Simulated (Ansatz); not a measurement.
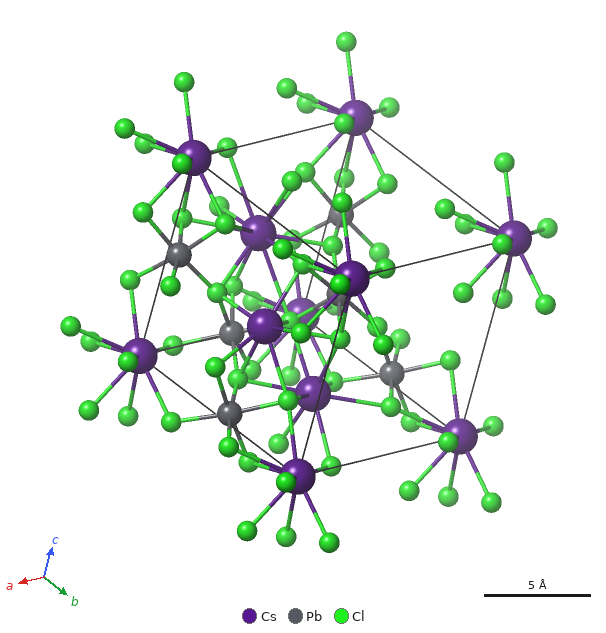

Ball-and-stick representation of a periodic structure, projected from a general direction. The unit cell is drawn as a box. Some atoms of the next cells are drawn as well. Cell: a = 9.741 Å, b = 9.741 Å, c = 9.741 Å, α = 109.47°, β = 109.47°, γ = 109.47°.

It has the composition CsPbCl$_{3}$. Symmetry: P1 (translations only). Cell content 4 Cs, 4 Pb, 12 Cl; Z = 4.

It goes back to a structure listed in the Materials Project. The atoms were relaxed in a fixed cell with DFT PBEsol, scalar-relativistic, plane waves, PAW in Ansatz.
